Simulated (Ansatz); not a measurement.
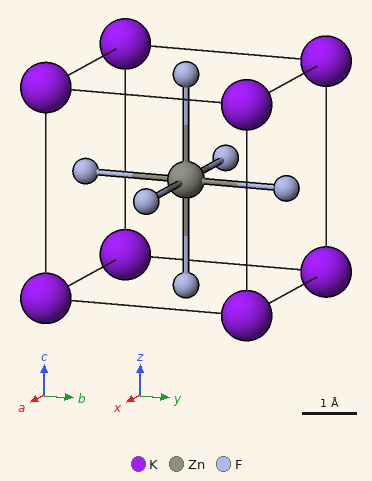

Energy scan for solid KZnF$_{3}$ (Pm-3m), in which the cell is strained equally along x and y and separately along z, with the atoms kept at their fractional coordinates. x, y and z are the Cartesian axes of the input. The picture shows the reference cell. The picture is a ball-and-stick view of the cell of the calculation, seen slightly off an axis.

Theory: DFT PBE, scalar-relativistic, plane waves, PAW (Ansatz 0.2.0). (plane-wave cutoff 420 eV; k-point mesh 6 × 6 × 6; occupations gaussian; smearing width 0.05 eV; no spin polarisation). Energies (free energies at the smearing named) are counted from the cell as listed in its source, which wasn't relaxed.

```
K Zn F
1.0
     4.05000    0.00000    0.00000
     0.00000    4.05000    0.00000
     0.00000    0.00000    4.05000
K Zn F
1 1 3
Direct
  0.00000 0.00000 0.00000
  0.50000 0.50000 0.50000
  0.50000 0.50000 0.00000
  0.00000 0.50000 0.50000
  0.50000 0.00000 0.50000
```

Q: Give the energy at each point on a grid with rows −0.050, −0.025, 0.000, 0.025, 0.050 and columns −0.050, −0.025, 0.000, 0.025, 0.050 (strain along x and y; strain along z).

A: Rows: strain along x and y; columns: strain along z; values in meV/atom.

```csv
,−0.050,−0.025,0.000,0.025,0.050
−0.050,154.4,115.9,89.0,71.0,60.3
−0.025,81.3,50.6,30.5,18.9,14.0
0.000,37.4,13.7,0.0,−5.9,−5.6
0.025,16.4,−1.1,−9.1,−9.6,−4.6
0.050,13.2,1.4,−1.5,2.7,12.1
```

In pairs of (strain along x and y; strain along z): the lowest computed point lies at (0.025, 0.025) (−9.6 meV/atom), the highest at (−0.050, −0.050) (154.4 meV/atom). The valley is tilted: raising the in-plane strain is made harder by raising the strain along z (cross term 0.47 of the geometric mean of the two curvatures). Over the ranges scanned the energy rises more along the first axis, the in-plane strain. The pressure runs from −5.1 GPa at (0.050, 0.050) to 24.1 GPa at (−0.050, −0.050).

As a map, interpolated between the computed points (dots):

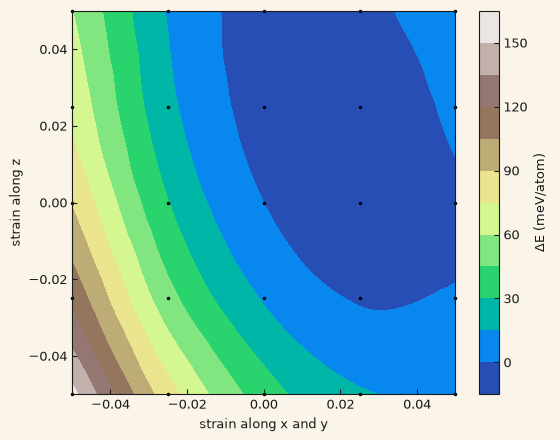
